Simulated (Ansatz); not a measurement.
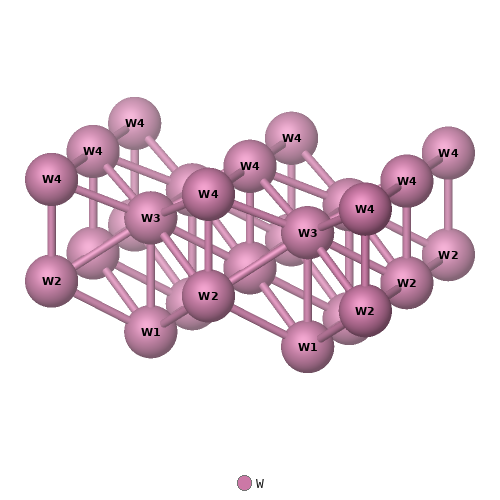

The system is C on a W(110) slab cut from the Fm-3m phase, its upper half relaxed before the scan (4 atoms of substrate and one adsorbate in a 1 × 1 cell); the picture shows it without the atoms that are moved over the map. C is moved along a line over the surface and along the normal, above a rigid substrate. Coordinates scanned: (1) position of C5 along the first surface vector, from above W4; (2) height of C5 above the plane of W4. The scan uses a 6 × 7 grid; 25 points were computed and 12 follow by symmetry. At 5 points there is no value (left out of the scan, as a rule where atoms come close). Points are written as (first, second). All energies are given in eV relative to the lowest grid point. Energies and slopes of some neighbouring points disagree (a jump in structure or state, or too coarse a mesh). All numbers below come from Ansatz 0.2.0, DFT PBE, scalar-relativistic, plane waves, PAW. Settings: cutoff 420 eV, k-mesh 9×7×1, gaussian smearing 0.1 eV, spin-polarised.

Range: position of C5 along the first surface vector from 0.00 to 2.38 Å; height of C5 above the plane of W4 from 1.47 to 4.13 Å.

> Predict the map.

The lowest grid point is at (1.43 Å, 1.47 Å) [nearest 2 W at 2.05 Å]. It lies at the edge of the scanned range, so the true minimum may lie outside. The highest grid point, (0.00 Å, 4.13 Å), lies 4.76 eV above the lowest.

```csv
"second ↓, first →",0.00,0.48,0.95,1.43,1.90,2.38
4.13,4.76,4.76,4.76,4.76,4.76,4.76
3.43,4.47,4.46,4.47,4.47,4.47,4.46
2.93,3.89,3.90,3.93,3.95,3.93,3.90
2.53,3.03,3.05,3.13,3.18,3.13,3.05
2.18,2.04,2.02,2.10,2.21,2.10,2.02
1.82,1.61,1.29,0.99,1.07,0.99,1.29
1.47,–,–,–,0.00,–,–
```

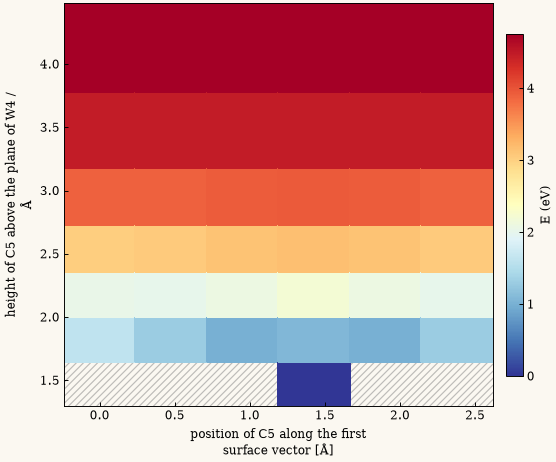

Drawn: one coloured cell a grid point, hatched blanks where no value was computed.

Each point was launched as `ansatz run input.yaml --threads 1 --pin off --max-ram 3072MiB --backend cpu --events-out ev --progress --plain --runs-dir out`. The whole map (25 points run) took 40 min on 1 thread of Arm Neoverse V2, with other jobs on the host.

PAW datasets: the set soft_1.
